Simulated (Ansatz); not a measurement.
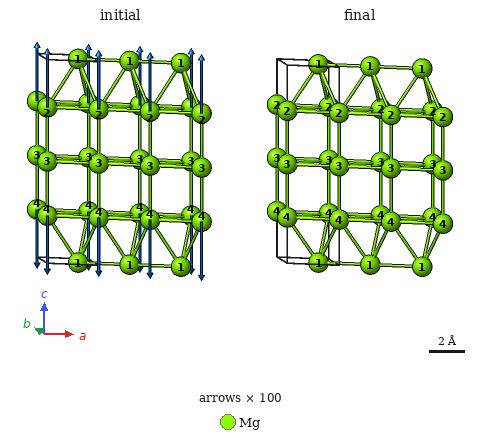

The structure of a crystal of Mg (set up in P-6m2) before (left) and after (right) a relaxation, at one scale. The blue arrows give the displacements (the part carried along by the change of the cell is left out), 100 times their true length.

Style: ball-and-stick. Shown: the cell of the calculation, repeated 3 × 1 × 1 with one cell outlined, slightly off an axis.

Case: 2 of 2 Li taken out, relaxed.

These are results of DFT PBE, scalar-relativistic, plane waves, PAW in Ansatz 0.2.0, not measurements. Settings: plane-wave cutoff 420 eV; k-point mesh 12 × 12 × 4; occupations gaussian; smearing width 0.1 eV; no spin polarisation; cell and atoms relaxed; force threshold 0.025 eV/Å; at most 70 steps.

Q: What changed between the two?

A: The energy falls by 15.2 meV per cell of the calculation in 2 accepted moves (3 points after the start). Largest force component: 0.063 eV/Å at the start, 0.014 eV/Å at the end. Pressure: −0.09 GPa at the start and 0.07 GPa at the end. At 1 point the geometry stayed and the basis and grid were re-selected for the new cell (energy shift of less than 0.05 meV per cell of the calculation at most each time). The largest moves relative to the cell, 0.034 Å, are those of Mg2 and Mg4. Mg4 goes along −c. Cell: a = b 3.109 → 3.138 Å (+0.9 %), c 11.714 → 11.402 Å (−2.7 %). Volume −0.9 %. Some distances before and after: Mg1–Mg2 3.276 → 3.196 Å, Mg2–Mg3 3.117 → 3.068 Å, Mg1–Mg1 3.109 → 3.138 Å. The space group stays P-6m2 (No. 187).
